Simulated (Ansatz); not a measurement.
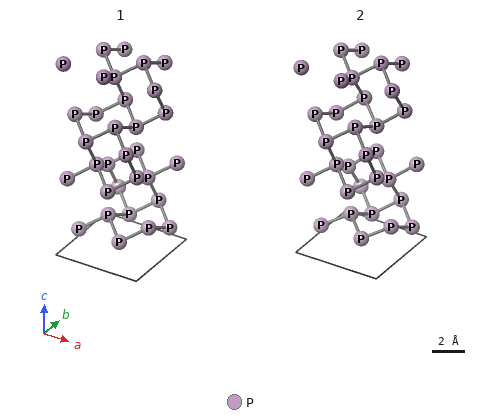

Two geometries of a slab of composition P (cut from the Cmce phase), drawn at one scale. One is the start of a relaxation, the other its converged end. Style: ball-and-stick. Shown: the 2 × 1 repeat of the cell, outlined in the plane, without the vacuum, from a free direction.

These are results of Ansatz 0.2.0, DFT r2SCAN, scalar-relativistic, plane waves, PAW, not measurements. Settings: plane-wave cutoff 500 eV; k-point mesh 11 × 5 × 1; occupations gaussian; smearing width 0.05 eV; no spin polarisation; dipole correction; atoms relaxed in a fixed cell; force threshold 0.02 eV/Å; at most 60 steps.

Question: Which one is relaxed?

Answer: Structure 2 is the relaxed one. Case: (0 2 1) slab, atoms relaxed. The slab is the (0 2 1) face of P. The energy falls by 0.179 eV per cell of the calculation in 7 geometry steps. The largest force component goes from 1 to 0.018 eV/Å. The largest moves relative to the layer's centre, 0.28 Å, are those of P atoms. The lattice vectors keep their values. Among the contacts that change: P–P 2.211 → 2.141 Å, P–P 2.252 → 2.238 Å, P–P 2.252 → 2.261 Å, P–P 2.211 → 2.216 Å. Among the angles between lasting bonds that change: P–P–P 96.5° → 100.8°, P–P–P 103.8° → 100.9°, P–P–P 103.8° → 106.6°. The run took 7.8 min on 2 threads of Intel(R) Xeon(R) 6975P-C (Granite Rapids), on a shared host, peak memory 2.4 GiB.
